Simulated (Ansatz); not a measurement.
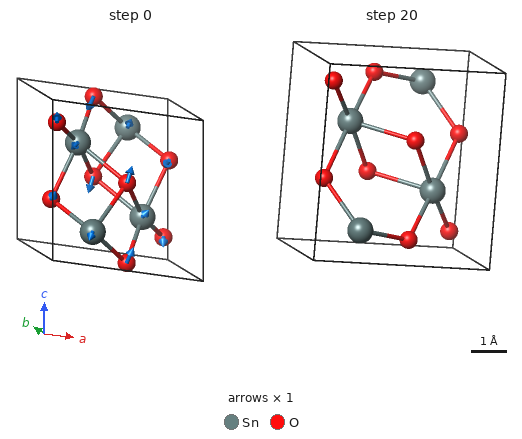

The structure of a crystal of SnO2 (built on the monoclinic host type) before (left) and after (right) a relaxation, at one scale. The blue arrows give the displacements (the part carried along by the change of the cell is left out), at their true length.

A ball-and-stick model of the cell of the calculation, seen slightly off an axis.

Computed with DFT, PBE, plane waves, PAW in Ansatz. Settings: plane-wave cutoff 420 eV; k-point mesh 6 × 6 × 6; occupations fermi dirac; smearing width 0.02 eV; no spin polarisation; cell and atoms relaxed; force threshold 0.005 eV/Å.

Q: What changed between the two?

A: The largest moves relative to the cell, 0.53 Å, are those of O atoms. Largest moves by element: O 0.53 Å, Sn 0.35 Å. Cell: a 4.594 → 5.305 Å (+15.5 %), b 4.645 → 4.790 Å (+3.1 %), c 4.758 → 5.824 Å (+22.4 %), β 99.6° → 90.0°. Volume +47.8 %. Some distances before and after: O–Sn 2.018 → 3.365 Å, O–Sn 1.843 → 2.088 Å, O–Sn 1.831 → 2.064 Å, O–Sn 1.917 → 2.135 Å. Bonds break: O–Sn (2.02 → 3.37 Å). Among the angles between lasting bonds that change: O–Sn–O 115.7° → 93.8°, Sn–O–Sn 106.0° → 126.5°, Sn–O–Sn 145.7° → 126.5°. The space group (tolerance 0.01 Å) goes from P2_1/c (No. 14) to Pbcn (No. 60). Over 16 accepted moves (20 points after the start) the energy falls by 1326 meV per atom. The largest force component goes from 2 to 0.00018 eV/Å. The pressure goes from 150.93 to 0.00 GPa. At 4 points the geometry stayed and the basis and grid were re-selected for the new cell (energy shift of 119 meV per atom at most each time).
